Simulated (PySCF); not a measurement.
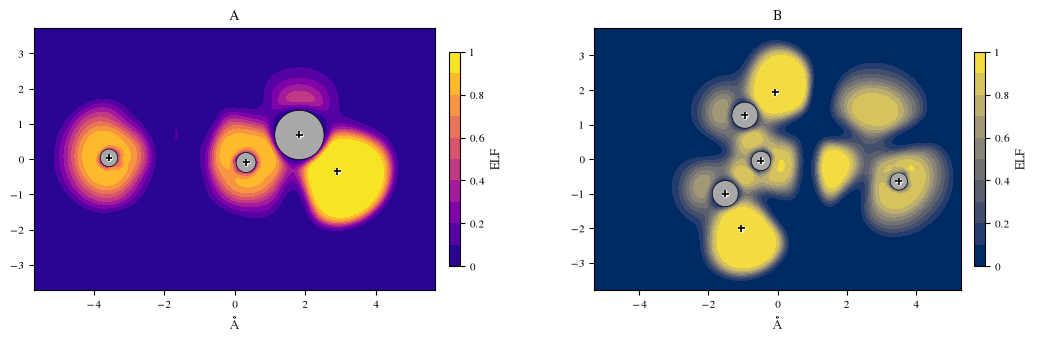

The ELF of 2 systems, each on a plane through atoms (crosses mark nuclei in the plane; grey discs cover the cores).

Level of theory: wB97M-D3(BJ)/def2-SVPD, SCF density, gas phase (PySCF 2.14.0).

System 1: CHF3···C2H6O (SMILES FC(F)F.COC), the plane of atoms O7, C8 and H12. Geometry: PBE0-D3(BJ)/def2-SVPD.

```xyz
14

F     1.0999   -0.4429    0.6700
C     0.3823   -0.0603   -0.3922
F    -0.7934   -0.6923   -0.3456
F     0.1545    1.2510   -0.2891
H     0.9190   -0.2998   -1.3206
C     2.3385   -1.2818   -4.0551
O     2.3029   -1.2117   -2.6573
C     3.1373   -2.1502   -2.0360
H     2.0046   -2.2716   -4.4160
H     1.6631   -0.5125   -4.4483
H     3.3575   -1.0953   -4.4397
H     3.0438   -2.0177   -0.9513
H     2.8448   -3.1831   -2.2984
H     4.1929   -2.0003   -2.3259
```

System 2: F4H8OSi (SMILES O[SiH3].F.F.F.F), the plane of atoms O1, Si2 and H5. Geometry: PBE0-D3(BJ)/def2-SVPD.

```yaml
atoms:
  - { symbol: O, position_ang: [0.8875, -0.4227, 1.4969] }
  - { symbol: Si, position_ang: [0.1418, 0.1986, 0.0967] }
  - { symbol: H, position_ang: [0.5464, -0.1520, 2.3780] }
  - { symbol: H, position_ang: [0.2295, 1.6841, 0.1095] }
  - { symbol: H, position_ang: [-1.2796, -0.2385, 0.0705] }
  - { symbol: H, position_ang: [0.9169, -0.3827, -1.0280] }
  - { symbol: F, position_ang: [3.0120, -1.4916, 1.7107] }
  - { symbol: H, position_ang: [2.1080, -1.0515, 1.5865] }
  - { symbol: F, position_ang: [4.0078, -0.8272, 3.7868] }
  - { symbol: H, position_ang: [3.6466, -1.1214, 2.9276] }
  - { symbol: F, position_ang: [0.1989, 0.2922, 3.9226] }
  - { symbol: H, position_ang: [0.9880, 0.3087, 4.4652] }
  - { symbol: F, position_ang: [2.3295, 0.2693, 5.1681] }
  - { symbol: H, position_ang: [3.0298, -0.1589, 4.6583] }
```

> Match each panel to its system.

Panel A is system 2, F4H8OSi: the plane holds O, Si, H and F. Si–O (1.70 Å): the ELF peaks at about 0.90 between the atoms; a polar covalent bond. Panel B is system 1, CHF3···C2H6O: the plane holds F, C, O and H. C–O (1.40 Å): the ELF peaks at about 0.90 between the atoms: a shared but strongly polarised pair.
